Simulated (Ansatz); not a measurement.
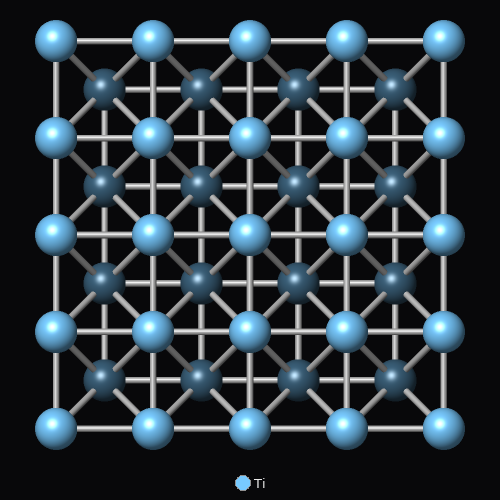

The system is O on a Ti(100) slab cut from the Fm-3m phase, its upper half relaxed before the scan (12 atoms of substrate and one adsorbate in a 2 × 2 cell); the picture shows it without the atoms that are moved over the map. O is moved over the surface cell; relaxed at each place: the height of the adsorbate's atoms; substrate rigid; the origin of the map has the adsorbate above Ti9. Places are given modulo a cell vector. The map is drawn in real space over the plane of the surface. The grid has 6 × 6 points; 10 points were computed and 26 follow by symmetry. Places are given in fractions of the 1 × 1 surface cell. Energies are in eV, from the lowest grid point. The runs have no spin polarisation; a magnetic state may lie lower. Method: Ansatz, DFT PBE, scalar-relativistic, plane waves, PAW. Settings: cutoff 420 eV, k-mesh 5×5×1, gaussian smearing 0.1 eV, no spin polarisation.

Range: position of O13 along the first surface vector from 0.000 to 0.833; position of O13 along the second surface vector from 0.000 to 0.833.

### What will the energy surface look like?

The lowest grid point is at a fourfold hollow over a second-layer Ti atom, (3/6, 3/6) of the cell vectors. It is the only kind of minimum in the scanned range. The highest grid point, the top site over a surface Ti atom, (0/6, 0/6) of the cell vectors, lies 2.67 eV above the lowest. On the interpolated surface the easiest way out of the lowest well to its copy in the next cell or period passes a barrier of about 1.5 eV. At the lowest point the adsorbate has 4 Ti at 2.09 Å as nearest neighbours, at the highest 1 Ti at 1.69 Å. Its relaxed height above the top atom is 0.39 Å at the lowest and 1.69 Å at the highest point.

```csv
"second ↓, first →",0/6,1/6,2/6,3/6,4/6,5/6
5/6,2.59,2.51,2.10,1.39,2.10,2.51
4/6,2.19,2.10,1.60,0.77,1.60,2.10
3/6,1.53,1.39,0.77,0.00,0.77,1.39
2/6,2.19,2.10,1.60,0.77,1.60,2.10
1/6,2.59,2.51,2.10,1.39,2.10,2.51
0/6,2.67,2.59,2.19,1.53,2.19,2.59
```

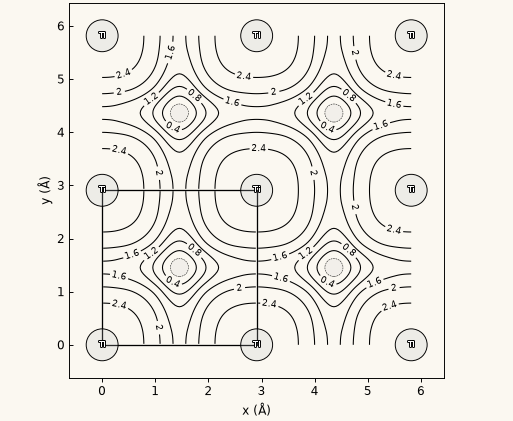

The picture shows contour lines labelled in eV, labelled circles for the atoms of the top layer and small ones for the second layer, the outline of one cell of the 2 × 2 shown. Between grid points the surface is interpolated.

The whole map (10 points run) took 14 min on 4 threads of Arm Neoverse V2, with other jobs on the host.

PAW datasets: the set soft_1.
